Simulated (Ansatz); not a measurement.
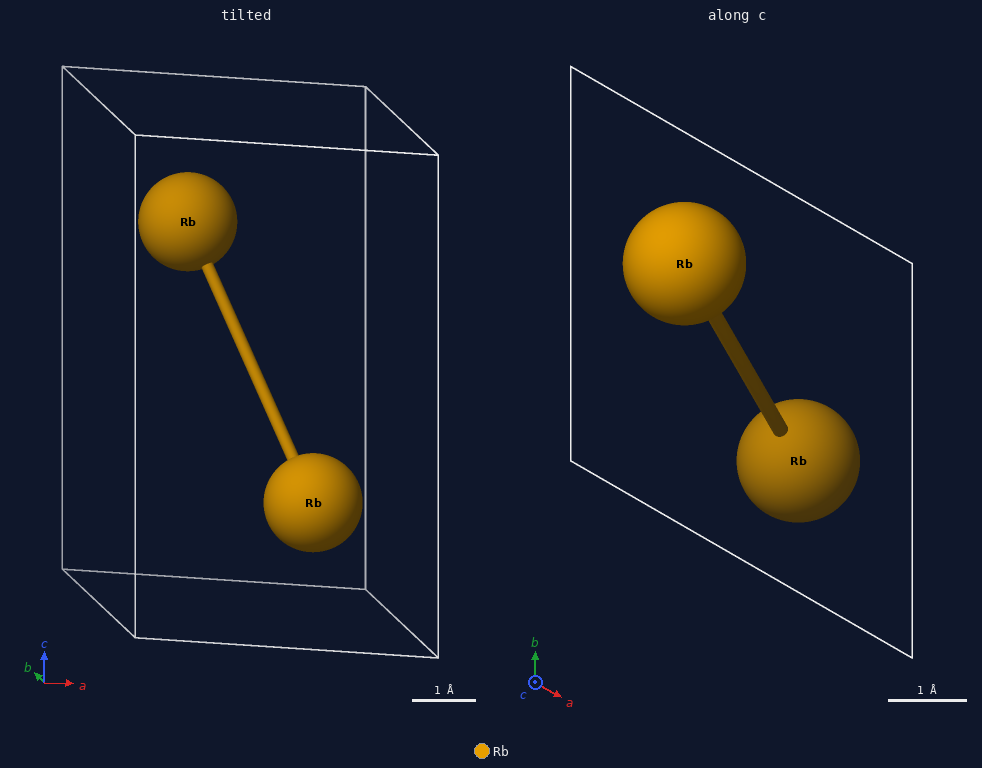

Crystal structure, ball-and-stick style, seen slightly off an axis and along the c axis. The edges of the conventional unit cell are marked.

Rb, space group P6_3/mmc (No. 194), a = 5.06 Å, b = 5.06 Å, c = 8.24 Å, α = 90.00°, β = 90.00°, γ = 120.00°.

Level of theory and settings: DFT PBE, scalar-relativistic, plane waves, PAW (Ansatz 0.2.0), 420 eV cutoff, Brillouin-zone sampling on a 21×21×12 mesh, Gaussian smearing of 0.1 eV, no spin polarisation.

> Classify it as metallic or gapped, with the value.

A metal: bands cross the Fermi level.

> What is the pressure at this volume?

The computed pressure is 0.0 GPa, close to zero.

The structure comes from a structure type filled with this element by a generator (whether the element takes this form wasn't checked). Earlier steps of the study may have refined or changed the cell and positions. A calculation with Ansatz used it as input.
